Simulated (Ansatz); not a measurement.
Si4C

Input

```
crystal:
  lattice:
    - [-3.9709595635, 3.9709595635, 2.5252765581]
    - [3.9709595635, -3.9709595635, 2.5252765581]
    - [3.9709595635, 3.9709595635, -2.5252765581]
  atoms:
    - { symbol: Si, position: [0.2983167149, 0.0266729345, 0.9050076045] }
    - { symbol: Si, position: [0.6066908897, 0.7016832851, 0.7283562197] }
    - { symbol: Si, position: [0.62833467, 0.8566908897, 0.4050076045] }
    - { symbol: Si, position: [0.12166533, 0.3933091103, 0.0949923955] }
    - { symbol: Si, position: [0.1433091103, 0.5483167149, 0.7716437803] }
    - { symbol: Si, position: [0.9733270655, 0.87833467, 0.2716437803] }
    - { symbol: Si, position: [0.4516832851, 0.2233270655, 0.5949923955] }
    - { symbol: Si, position: [0.7766729345, 0.37166533, 0.2283562197] }
    - { symbol: C, position: [0.0, 0.0, 0.0] }
    - { symbol: C, position: [0.75, 0.25, 0.5] }
basis:
  ecutwfc: 420
kpoints:
  mp_grid: { grid: [6, 6, 6] }
  band_path:
    path:
      - [[0.0, 0.0, 0.0], [-0.5, 0.5, 0.0], [-0.5, 0.5, 0.5], [0.0, 0.0, 0.0], [-0.35110368, -0.35110368, 0.35110368]]
      - [[-0.64889632, 0.35110368, 0.64889632], [-0.5, 0.5, 0.5]]
      - [[-0.5, 0.5, 0.0], [-0.75, 0.25, 0.25], [-0.5, 0.0, 0.5], [0.0, 0.0, 0.0]]
    npoints: 14
hamiltonian:
  xc: pbe
scf:
  occupations: { method: gaussian, width: 0.02 }
  n_extra_bands: 25
output:
  forces: true
  stress: true
  eigenvalues: true
  populations: true
  dos: { projected: true, de: 0.02, nscf_kmesh: { grid: [9, 9, 9] } }
  bader: true
  write_density: true
  write_potential: true
  elf: true
  volumetric_format: npy
```

Launched as:

```sh
ansatz run input.yaml --threads 1 --pin off --max-ram 2560MiB --backend cpu --events-out ev --progress --plain --runs-dir out
```

Below, planes, directions and counts refer to the conventional cell (a = 7.94 Å, b = 7.94 Å, c = 5.05 Å, α = 90.00°, β = 90.00°, γ = 90.00°).

Space group I4₁/a; a generated structure, not necessarily the stable one.

Method: DFT PBE, scalar-relativistic, plane waves, PAW in Ansatz 0.2.0.

The density is the valence pseudo-density of a PAW calculation; it isn't the true density close to the nuclei.

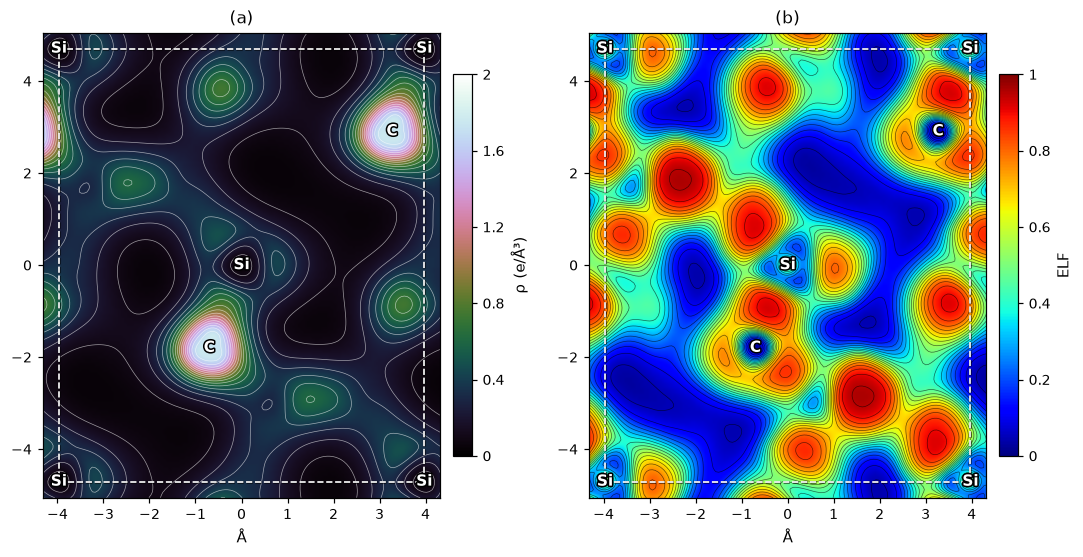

Figure 1. (a) valence pseudo-density; (b) ELF on the (101) plane of the conventional cell.

### Read the bonding off the picture.

Atoms in the plane: Si and C. Atoms just off the plane (Si, 0.6 Å away) can leave unmarked features too. Si–C (1.93 Å): ρ at the midpoint is about 0.81 e/Å³; the ELF peaks at about 0.90 between the atoms; a shared electron pair. Between the atoms the lowest density in this plane is 0.04 e/Å³.

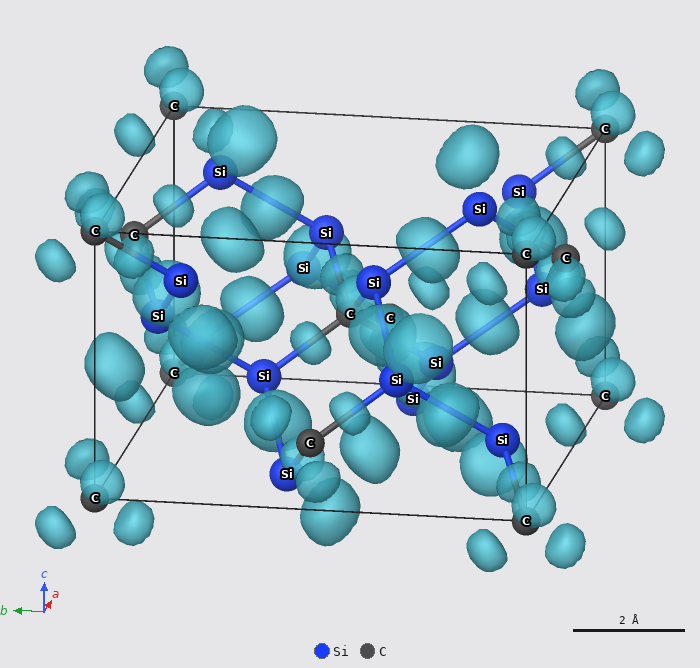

Figure 2. Isosurface of the electron localisation function at 0.85 (cyan), seen at an oblique angle. Only the valence region is drawn (cores and ρ < 0.01 e/Å³ removed). Sticks mark near contacts.

### Identify the bonds, lone pairs and shells in this picture.

The surface consists of 16 regions between bonded C–Si atoms (shared pairs) and 24 regions between bonded Si–Si atoms (shared pairs), counted in one cell of 20 atoms. Regions shared between cells count once. Along the contacts the grid gives the following. Si–Si (2.34 Å): the ELF peaks at about 0.95 between the atoms: a covalent bond.

### How much charge does the calculation move between the atoms?

Electrons move from Si towards C. Bader charges: Si +0.65 and C −2.58 e.

### Metal or insulator at this level of theory?

It is gapped, with a Kohn–Sham gap of 0.83 eV on the k-point mesh, an upper bound to the gap of this method.
